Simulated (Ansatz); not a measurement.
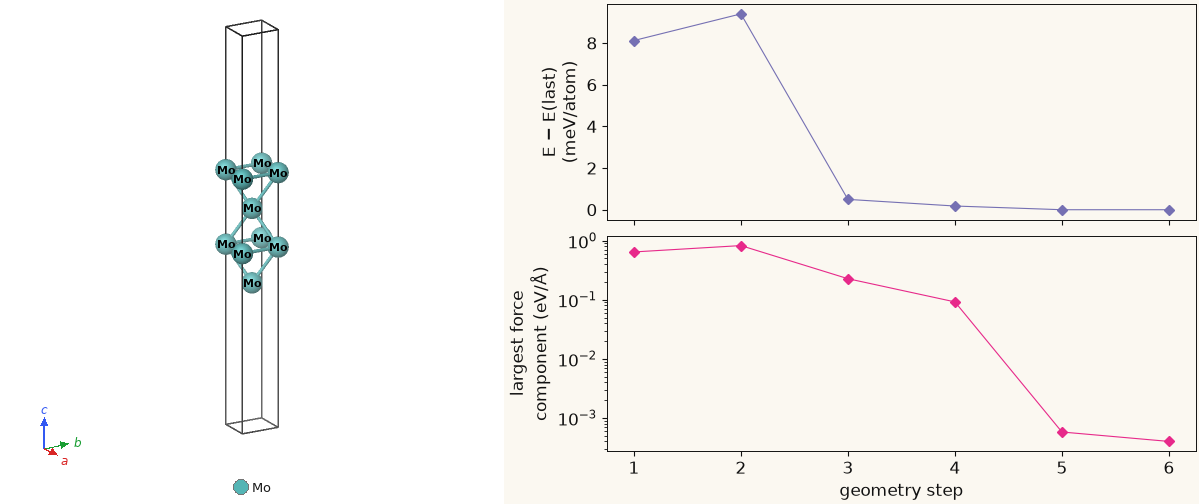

Simulated data, not a measurement (program: Ansatz).

Beside the plot: the structure at the start.

History of a geometry optimisation. Only the atoms move.

```
crystal:
  lattice:
    - [2.7100592319, 0.0, 0.0]
    - [-0.9033530773, 2.5550683471, 0.0]
    - [0.0, 0.0, 23.6382622909]
  atoms:
    - { symbol: Mo, position: [0.5, 0.5, 0.3595864999] }
    - { symbol: Mo, position: [0.0, 0.0, 0.4531955] }
    - { symbol: Mo, position: [0.5, 0.5, 0.5468045] }
    - { symbol: Mo, position: [0.0, 0.0, 0.6404135001] }
basis:
  ecutwfc: 420
kpoints:
  mp_grid: { grid: [11, 11, 1] }
hamiltonian:
  xc: pbesol
scf:
  occupations: { method: gaussian, width: 0.1 }
output:
  forces: true
  eigenvalues: true
relax:
  adjacent_minimum: "off"
  f_tol: 0.03
  max_steps: 70
  constraints: [{ sites: [0, 1] }]
efield:
  axis: 3
  dipole_correction: true
```

> How did it end, and what did it gain?

The optimisation met its thresholds at geometry 6, counting the start as the first. The energy fell by about 8.1 meV/atom from the first step to the last. Step 2 went uphill and was rejected by the line search. The largest force component goes from about 0.65 eV/Å at the start to 4 × 10⁻⁴ eV/Å at the end.
